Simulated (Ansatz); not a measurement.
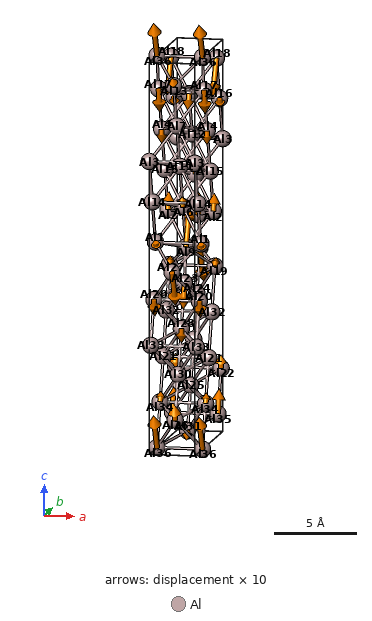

A relaxation of an interface cell of composition Al. The starting structure is drawn; orange arrows show the displacements (the part carried along by the change of the cell is left out), magnified 10 times.

Style: ball-and-stick. Shown: the cell of the calculation (origin shifted), slightly off an axis.

Case: symmetric tilt boundary Sigma 9 (2 2 1), mirror between planes, shift [0, 0.5].

Method: DFT PBE, scalar-relativistic, plane waves, PAW (Ansatz 0.2.0). Set-up: plane-wave cutoff 420 eV; k-point mesh 12 × 4 × 2; occupations gaussian; smearing width 0.1 eV; no spin polarisation; cell relaxed at fixed a, b, alpha, beta, gamma; force threshold 0.02 eV/Å; at most 60 steps.

Q: What did the optimiser do to the structure, and how much energy did it gain?

A: The energy falls by 2.477 eV per cell of the calculation in 3 accepted moves (4 points after the start). The largest force component goes from 3.7 to 0.018 eV/Å. The pressure goes from 2.47 to −0.01 GPa. The SCF was repeated once at an unchanged geometry on a basis and grid sized afresh for the cell, which shifted the energy by 4.7 meV per cell of the calculation at most. The largest moves relative to the cell, 0.26 Å, are those of Al atoms. The drawn cell changes as follows: a unchanged at 2.858 Å, b unchanged at 8.573 Å, c 24.549 → 24.935 Å (+1.6 %); the volume changes by +1.6 %. Near-neighbour distances that change, for instance: Al–Al 2.217 → 2.667 Å, Al–Al 2.858 → 2.982 Å, Al–Al 2.858 → 2.760 Å, Al–Al 2.858 → 2.936 Å.
